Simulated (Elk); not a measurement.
# MnZn: which magnetic order is lowest, part 2 of 2

A self-consistent run ends on one state, which hangs on the start. Several orders of MnZn are started in Elk and their energies compared.

Elk 11.2.3 (patched build); PBEsol; all-electron APW+lo, Dirac cores, scalar-relativistic bands.

So far, largest spin moment in the muffin-tin sphere (μB): step 2 (run 1 (ferro +)) 3.24.

## (3) Run 2 (antiferro q=(0,1/2,1/2) +-)

Another pattern of signs weighs the neighbour shells otherwise.

This order needs a doubled cell of 4 atoms. Its mesh is chosen so that both cells sample the same points.

elk.in reads:

```
tasks
  0

xctype
  22

rgkmax
  7.0

nempty
  14

swidth
  0.003

reducebf
  0.5

epsengy
  1e-05

maxscl
  100

lmaxi
  3

stype
  0

mixtype
  3

mixsdb
  8

spinpol
  .true.

sppath
  './'

avec
  5.80145920260 0.00000000000 0.00000000000
  0.00000000000 11.60291840520 0.00000000000
  0.00000000000 5.80145920260 5.80145920260

atoms
  2
  'Mn.in'
  2
  0.0000000000 0.0000000000 0.0000000000   0.000000 0.000000 -0.105000
  0.0000000000 0.5000000000 0.0000000000   0.000000 0.000000 0.105000
  'Zn.in'
  2
  0.5000000000 0.0000000000 0.5000000000   0.000000 0.000000 0.000000
  0.5000000000 0.5000000000 0.5000000000   0.000000 0.000000 0.000000

ngridk
  8 4 8
```

Command:

```console
OMP_NUM_THREADS=2 elk
```

Numbers of over 12 decimals in the logs are rounded to 6 here.

The log of the run:

```text
┌─────────────────────────┐
│ Elk code version 11.2.3 │
└─────────────────────────┘

All units are atomic (Hartree, Bohr, etc.)

┌─────────────────────────────────────────────────┐
│ Ground-state run starting from atomic densities │
└─────────────────────────────────────────────────┘

Lattice vectors :
   5.801459203       0.000000000       0.000000000
   0.000000000       11.60291841       0.000000000
   0.000000000       5.801459203       5.801459203

Species : 1 (Mn)
 parameters loaded from : Mn.in
 name : manganese
 nuclear charge    :   -25.00000000
 electronic charge :    25.00000000
 atomic mass :    100145.9370
 muffin-tin radius :    2.400000000
 number of radial points in muffin-tin :    993
 inner part over the whole radius :   0.9953723401E-02
 number on inner part of muffin-tin    :    700
 approximate nuclear radius :   0.7074591925E-04
 number of mesh points to nuclear radius :    330
 atomic positions (lattice), magnetic fields (Cartesian) :
  1 :   0.00000000  0.00000000  0.00000000    0.00000000  0.00000000 -0.10500000
  2 :   0.00000000  0.50000000  0.00000000    0.00000000  0.00000000  0.10500000

Species : 2 (Zn)
 parameters loaded from : Zn.in
 name : zinc
 nuclear charge    :   -30.00000000
 electronic charge :    30.00000000
 atomic mass :    119233.3130
 muffin-tin radius :    2.400000000
 number of radial points in muffin-tin :    993
 inner part over the whole radius :   0.9843840322E-02
 number on inner part of muffin-tin    :    701
 approximate nuclear radius :   0.7484757725E-04
 number of mesh points to nuclear radius :    337
 atomic positions (lattice), magnetic fields (Cartesian) :
  1 :   0.50000000  0.00000000  0.50000000    0.00000000  0.00000000  0.00000000
  2 :   0.50000000  0.50000000  0.50000000    0.00000000  0.00000000  0.00000000

Total number of atoms per unit cell :    4
Total muffin-tin volume :    231.6233432
 ratio of muffin-tin to unit cell volume :   0.5931173148

Spin treatment :
 spin-polarised
 global magnetic field (Cartesian) :    0.000000000       0.000000000       0.000000000
 collinear magnetisation in z-direction

Number of Bravais lattice symmetries :   16
Number of crystal symmetries         :   32
Crystal has inversion symmetry
Real symmetric eigensolver will be used

k-point grid :      8     4     8
k-point offset :    0.000000000       0.000000000       0.000000000
k-point set is reduced with full crystal symmetry group
Total number of k-points :       45

Muffin-tin radius times maximum |G+k| :    7.000000000
 using average radius
Maximum |G+k| for APW functions       :    2.916666667
Maximum (1/2)|G+k|²                   :    4.253472222
Maximum |G| for potential and density :    12.00000000
Constant for pseudocharge density :    7
 order of it for each species :   14  14
 order of it for pair densities of each species (exact exchange by exxq0 0: 14) :   10  10
Radial integration step length :    1

G-vector grid sizes :     24    45    32
Number of G-vectors :    11407

Maximum angular momentum used for
 APW functions            :    8
 outer part of muffin-tin :    6
 inner part of muffin-tin :    3

Number of empty states         :     56
Total number of valence states :    180
Total number of core states    :     44

Third-order local-orbitals added for an l without core states : T
Total number of local-orbitals :     90

Exchange-correlation functional :     22     0     0
 PBEsol, Phys. Rev. Lett. 100, 136406 (2008)
 gradient requirement :    1
 generalised gradient approximation (GGA)

Smearing type :    0
 Gaussian
Smearing width :   0.3000000000E-02
Effective electronic temperature (K) :    947.3250744

Mixing type :    3
 Broyden mixing, J. Phys. A: Math. Gen. 17, L317 (1984)

Kohn-Sham potential initialised from atomic data

┌──────────────────────────────┐
│ Self-consistent loop started │
└──────────────────────────────┘

┌─────────────────┐
│ Loop number : 1 │
└─────────────────┘

Energies :
 Fermi                       :     0.128407
 sum of occupied eigenvalues :     -3407.5812809453
 electron kinetic            :      5990.7290063451
 core electron kinetic       :      5332.8684300296
 Coulomb                     :     -11653.050661821
 Coulomb potential           :     -9084.7018723874
 nuclear-nuclear             :     -953.17098865663
 electron-nuclear            :     -12347.602313635
 Hartree                     :      1647.7226404706
 Madelung                    :     -7110.6997256274
 xc potential                :     -313.34141613618
 xc effective B-field        :    -0.303401
 external B-field            :      0.000000
 exchange                    :     -236.42717922481
 correlation                 :     -5.894724
 electron entropic           :    -0.65808947420945E-03
 total energy                :     -5904.6442169306
 (external B-field energy excluded from total)

Density of states at Fermi energy :    146.2421054
 (states/Hartree/unit cell)

Estimated indirect band gap :   0.1629142962E-03
 from k-point 30 to k-point 13
Estimated direct band gap   :   0.2923186588E-02
 at k-point 18

Charges :
 core                        :    44.00000000
 valence                     :    66.00000000
 interstitial                :    4.459415386
 muffin-tins (core leakage)
  species : 1 (Mn)
   atom 1                    :    24.05755137     ( -0.2246771853E-06)
   atom 2                    :    24.05755137     ( -0.2246771853E-06)
  species : 2 (Zn)
   atom 1                    :    28.71274093     (  0.8978777155E-04)
   atom 2                    :    28.71274093     (  0.8978777155E-04)
 total in muffin-tins        :    105.5405846
 total calculated charge     :    109.9993355
 total charge                :    110.0000000
 error                       :   0.6645345575E-03

Moments :
 interstitial                :  -0.1237121688E-16
 muffin-tins
  species : 1 (Mn)
   atom 1                    :    2.868954834
   atom 2                    :   -2.868954834
  species : 2 (Zn)
   atom 1                    :   0.2469333768E-19
   atom 2                    :   0.2469333768E-19
 total in muffin-tins        :   0.4938667535E-19
 total moment                :  -0.1232183021E-16

[... earlier loops left out ...]

┌──────────────────┐
│ Loop number : 22 │
└──────────────────┘

Energies :
 Fermi                       :     0.241830
 sum of occupied eigenvalues :     -3401.1753503643
 electron kinetic            :      5998.3060836471
 core electron kinetic       :      5333.1852450183
 Coulomb                     :     -11659.917398954
 Coulomb potential           :     -9081.2380265657
 nuclear-nuclear             :     -953.17098865663
 electron-nuclear            :     -12364.449343585
 Hartree                     :      1657.7029332875
 Madelung                    :     -7119.2983856708
 xc potential                :     -317.82237187703
 xc effective B-field        :    -0.421036
 external B-field            :      0.000000
 exchange                    :     -236.97003277408
 correlation                 :     -5.893417
 electron entropic           :    -0.52043210185885E-03
 total energy                :     -5904.4752857944
 (external B-field energy excluded from total)

Density of states at Fermi energy :    115.6515782
 (states/Hartree/unit cell)

Estimated indirect band gap :   0.3338226396E-03
 from k-point 18 to k-point 23
Estimated direct band gap   :   0.3718847038E-02
 at k-point 34

Charges :
 core                        :    44.00000000
 valence                     :    66.00000000
 interstitial                :    4.492528646
 muffin-tins (core leakage)
  species : 1 (Mn)
   atom 1                    :    23.70791484     ( -0.2246774500E-06)
   atom 2                    :    23.70791484     ( -0.2246774500E-06)
  species : 2 (Zn)
   atom 1                    :    29.04582084     (  0.8268357255E-04)
   atom 2                    :    29.04582084     (  0.8268357255E-04)
 total in muffin-tins        :    105.5074714
 total calculated charge     :    109.9993840
 total charge                :    110.0000000
 error                       :   0.6160425915E-03

Moments :
 interstitial                :  -0.2712194286E-16
 muffin-tins
  species : 1 (Mn)
   atom 1                    :    3.375856672
   atom 2                    :   -3.375856672
  species : 2 (Zn)
   atom 1                    :   0.2351313646E-19
   atom 2                    :   0.2351313646E-19
 total in muffin-tins        :   0.4702627293E-19
 total moment                :  -0.2707491659E-16

┌──────────────────────────────┐
│ Self-consistent loop stopped │
└──────────────────────────────┘

Wrote STATE.OUT
```

It took 8 min on 2 threads of Arm Neoverse V2, shared host; peak memory 0.27 GiB.

Spin moment in the muffin-tin sphere by atom:

```csv
atom,spin moment in the muffin-tin sphere (μB)
Mn1,3.38
Mn2,-3.38
Zn3,0.00
Zn4,0.00
```

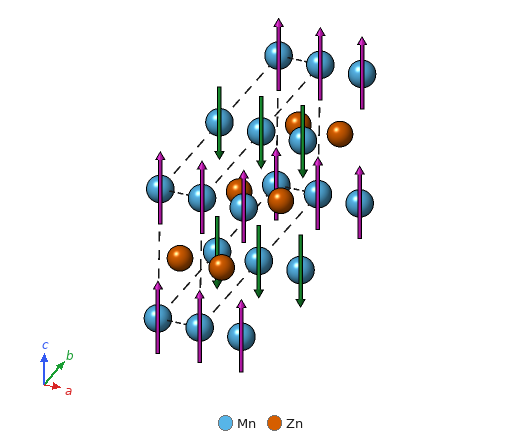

Spin moment in the muffin-tin sphere as arrows, the longest 3.38 μB. Up and down stand for the sign. Arrows give size and sign along the axis of quantisation, drawn up and down the page. The two directions have two colours. 2×1×1 cells are drawn. Some periodic images of atoms are drawn too.

Read from the output:

```yaml
density_of_states_at_the_fermi_level: 4.250 states/eV/cell
moment_between_the_spheres: 0 μB
magnetization: 0 μB
final_state: antiferromagnetic
```

It lies 176 meV a seeded atom over the first start, and its largest moment is 3.38 μB against 3.24 μB.

## (4) Run 3 (antiferro q=(1/2,1/2,1/2) +-)

An opposed order shows whether the pairs that it reverses prefer unlike signs.

This order needs a doubled cell of 4 atoms. Its mesh is chosen so that both cells sample the same points.

elk.in reads:

```
tasks
  0

xctype
  22

rgkmax
  7.0

nempty
  14

swidth
  0.003

reducebf
  0.5

epsengy
  1e-05

maxscl
  100

lmaxi
  3

stype
  0

mixtype
  3

mixsdb
  8

spinpol
  .true.

sppath
  './'

avec
  11.60291840520 0.00000000000 0.00000000000
  5.80145920260 5.80145920260 0.00000000000
  5.80145920260 0.00000000000 5.80145920260

atoms
  2
  'Mn.in'
  2
  0.0000000000 0.0000000000 0.0000000000   0.000000 0.000000 -0.105000
  0.5000000000 0.0000000000 0.0000000000   0.000000 0.000000 0.105000
  'Zn.in'
  2
  0.7500000000 0.5000000000 0.5000000000   0.000000 0.000000 0.000000
  0.2500000000 0.5000000000 0.5000000000   0.000000 0.000000 0.000000

ngridk
  4 8 8
```

Command:

```console
OMP_NUM_THREADS=2 elk
```

The log of the run:

```text
┌─────────────────────────┐
│ Elk code version 11.2.3 │
└─────────────────────────┘

All units are atomic (Hartree, Bohr, etc.)

┌─────────────────────────────────────────────────┐
│ Ground-state run starting from atomic densities │
└─────────────────────────────────────────────────┘

Lattice vectors :
   11.60291841       0.000000000       0.000000000
   5.801459203       5.801459203       0.000000000
   5.801459203       0.000000000       5.801459203

Species : 1 (Mn)
 muffin-tin radius :    2.400000000
[...]
total calculated charge     :    109.9993766
 total charge                :    110.0000000
 error                       :   0.6233608643E-03

Moments :
 interstitial                :  -0.2928001855E-17
 muffin-tins
  species : 1 (Mn)
   atom 1                    :    3.476176279
   atom 2                    :   -3.476176279
  species : 2 (Zn)
   atom 1                    :   0.4558178406E-21
   atom 2                    :   0.4558178406E-21
 total in muffin-tins        :   0.9116356812E-21
 total moment                :  -0.2927090219E-17

┌──────────────────────────────┐
│ Self-consistent loop stopped │
└──────────────────────────────┘

Wrote STATE.OUT

[key lines of the parts left out:]
total energy                :     -5904.4919235516
```

It took 3.3 min on 2 threads; peak memory 0.25 GiB.

Spin moment in the muffin-tin sphere by atom:

```
atom  spin moment in the muffin-tin sphere (μB)
 Mn1                                       3.48
 Mn2                                      -3.48
 Zn3                                       0.00
 Zn4                                       0.00
```

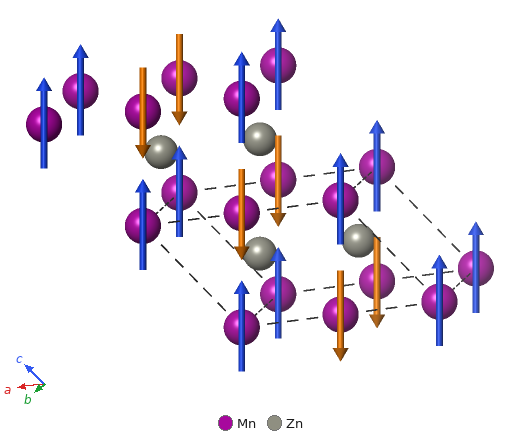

Spin moment in the muffin-tin sphere as arrows, the longest 3.48 μB. Up and down stand for the sign. Arrows give size and sign along the axis of quantisation, drawn up and down the page. The two directions have two colours. 1×1×2 cells are drawn. Some periodic images of atoms are drawn too.

Read from the output:

```yaml
density_of_states_at_the_fermi_level: 1.716 states/eV/cell
moment_between_the_spheres: 0 μB
magnetization: 0 μB
final_state: antiferromagnetic
```

It lies 50.9 meV a seeded atom under the first start, and its largest moment is 3.48 μB against 3.24 μB.

## (5) Start 4: antiferro q=(0,0,1/2) +-

Reversing part of the moments tests the sign of the couplings between them.

This order needs a doubled cell of 4 atoms. Its mesh is chosen so that both cells sample the same points.

elk.in reads:

```
tasks
  0

xctype
  22

rgkmax
  7.0

nempty
  14

swidth
  0.003

reducebf
  0.5

epsengy
  1e-05

maxscl
  100

lmaxi
  3

stype
  0

mixtype
  3

mixsdb
  8

spinpol
  .true.

sppath
  './'

avec
  5.80145920260 0.00000000000 0.00000000000
  0.00000000000 5.80145920260 0.00000000000
  0.00000000000 0.00000000000 11.60291840520

atoms
  2
  'Mn.in'
  2
  0.0000000000 0.0000000000 0.0000000000   0.000000 0.000000 -0.105000
  0.0000000000 0.0000000000 0.5000000000   0.000000 0.000000 0.105000
  'Zn.in'
  2
  0.5000000000 0.5000000000 0.2500000000   0.000000 0.000000 0.000000
  0.5000000000 0.5000000000 0.7500000000   0.000000 0.000000 0.000000

ngridk
  8 8 4
```

Command:

```console
OMP_NUM_THREADS=2 elk
```

The log of the run:

```text
┌─────────────────────────┐
│ Elk code version 11.2.3 │
└─────────────────────────┘

All units are atomic (Hartree, Bohr, etc.)

┌─────────────────────────────────────────────────┐
│ Ground-state run starting from atomic densities │
└─────────────────────────────────────────────────┘

Lattice vectors :
   5.801459203       0.000000000       0.000000000
   0.000000000       5.801459203       0.000000000
   0.000000000       0.000000000       11.60291841

Species : 1 (Mn)
 muffin-tin radius :    2.400000000
[...]
total calculated charge     :    109.9997324
 total charge                :    110.0000000
 error                       :   0.2676374858E-03

Moments :
 interstitial                :   0.3777517968E-15
 muffin-tins
  species : 1 (Mn)
   atom 1                    :    3.399320435
   atom 2                    :   -3.399320435
  species : 2 (Zn)
   atom 1                    :  -0.1488716023E-20
   atom 2                    :  -0.1488716023E-20
 total in muffin-tins        :  -0.2977432047E-20
 total moment                :   0.3777488194E-15

┌──────────────────────────────┐
│ Self-consistent loop stopped │
└──────────────────────────────┘

Wrote STATE.OUT

[key lines of the parts left out:]
total energy                :     -5904.4835031932
```

The job ended after 8.3 min (2 threads; peak memory 0.26 GiB; 16 min of CPU time).

This step gave:

| Quantity | Value |
| --- | --- |
| density of states at the Fermi level | 4.027 states/eV/cell |
| moment between the spheres | 0 μB |
| magnetization | 0 μB |
| final state | antiferromagnetic |
| largest moment | 3.399 μB |

It lies 63.7 meV a seeded atom over the first start, and its largest moment is 3.40 μB against 3.24 μB.

## (6) Start 5: no spin polarisation

This run holds no moments, which gives a state to set the others against.

elk.in reads:

```
tasks
  0

xctype
  22

rgkmax
  7.0

nempty
  14

swidth
  0.003

epsengy
  1e-05

maxscl
  100

lmaxi
  3

stype
  0

mixtype
  3

mixsdb
  8

sppath
  './'

avec
  5.80145920260 0.00000000000 0.00000000000
  0.00000000000 5.80145920260 0.00000000000
  0.00000000000 0.00000000000 5.80145920260

atoms
  2
  'Mn.in'
  1
  0.0000000000 0.0000000000 0.0000000000   0.000000 0.000000 0.000000
  'Zn.in'
  1
  0.5000000000 0.5000000000 0.5000000000   0.000000 0.000000 0.000000

ngridk
  8 8 8
```

Command:

```console
OMP_NUM_THREADS=2 elk
```

The log of the run:

```text
┌─────────────────────────┐
│ Elk code version 11.2.3 │
└─────────────────────────┘

All units are atomic (Hartree, Bohr, etc.)

┌─────────────────────────────────────────────────┐
│ Ground-state run starting from atomic densities │
└─────────────────────────────────────────────────┘

Lattice vectors :
   5.801459203       0.000000000       0.000000000
   0.000000000       5.801459203       0.000000000
   0.000000000       0.000000000       5.801459203

Species : 1 (Mn)
 muffin-tin radius :    2.400000000
[...]
Charges :
 core                        :    22.00000000
 valence                     :    33.00000000
 interstitial                :    2.249981226
 muffin-tins (core leakage)
  species : 1 (Mn)
   atom 1                    :    23.73735630     ( -0.2246776187E-06)
  species : 2 (Zn)
   atom 1                    :    29.01266248     (  0.8229607609E-04)
 total in muffin-tins        :    52.75001877
 total calculated charge     :    54.99989554
 total charge                :    55.00000000
 error                       :   0.1044563084E-03

┌──────────────────────────────┐
│ Self-consistent loop stopped │
└──────────────────────────────┘

Wrote STATE.OUT

[key lines of the parts left out:]
total energy                :     -2952.2096572452
```

Run time: 8.5 s. Hardware: 2 threads; peak memory 0.06 GiB.

Numbers from this step:

| Quantity | Value |
| --- | --- |
| density of states at the Fermi level | 4.313 states/eV/cell |
| final state | non-magnetic (no spin polarisation) |

It lies 937 meV a seeded atom over the first start.

## (7) Energies of the orders

These are free energies at a smearing of 0.0816 eV, so its entropy term is in the differences. They are divided by the number of seeded atoms, so that cells of unlike size compare. Wavevectors q in the names are fractions of the reciprocal vectors of the first run's cell.

Orders:

| start | final state | typed order kept | energy over the lowest (meV a seeded atom) | largest sphere moment (μB) | net moment (μB a primitive cell) | DOS at the Fermi level (states/eV a primitive cell) | mesh matched | CPU time (s) |
| --- | --- | --- | --- | --- | --- | --- | --- | --- |
| ferro + | ferromagnetic | yes | 50.86 | 3.244 | 3.2 | 1.112 | yes | 146.2 |
| antiferro q=(0,1/2,1/2) +- | antiferromagnetic | yes | 226.4 | 3.376 | 0 | 2.125 | yes | 937.2 |
| antiferro q=(1/2,1/2,1/2) +- | antiferromagnetic | yes | 0 | 3.476 | 0 | 0.858 | yes | 383.9 |
| antiferro q=(0,0,1/2) +- | antiferromagnetic | yes | 114.6 | 3.399 | 0 | 2.014 | yes | 973.7 |
| no spin polarisation | non-magnetic | - | 987.9 | 0 | 0 | 4.313 | yes | 15.63 |

## (8) Outcome

```yaml
lowest_state_found: antiferromagnetic (typed antiferro q=(1/2,1/2,1/2) +-)
largest_site_moment: 3.48 μB
next_state: ferromagnetic, 50.9 meV a seeded atom higher
energy_gained_by_spin_polarisation: 988 meV a seeded atom
```

What this shows: The lowest state found is antiferromagnetic, reached from the start antiferro q=(1/2,1/2,1/2) +-, with moments up to 3.48 μB. The next state costs 51 meV a seeded atom. Forming the largest moments gains far more than ordering them, so they should outlast the ordering temperature. This is the lowest of 5 finished starts, no proof of the ground state. The smearing is not Fermi–Dirac, so its width is no temperature.

[Logs and program files are shortened in this print: banners, set-up blocks, solver, clock and traceback lines can be left out without a mark of their own.]

[Logs are printed without paths, hosts, clocks, repeated set-up lines and the standing remarks that a program may print on its own settings, such as how far it seeks lower states.]

[Hosts, paths, dates, database ids (printed as entryN), source tags and the programs' standing remarks are cut or masked in the printed files.]

[Where a cell is said to come from a database of computed structures, the database is the Materials Project.]
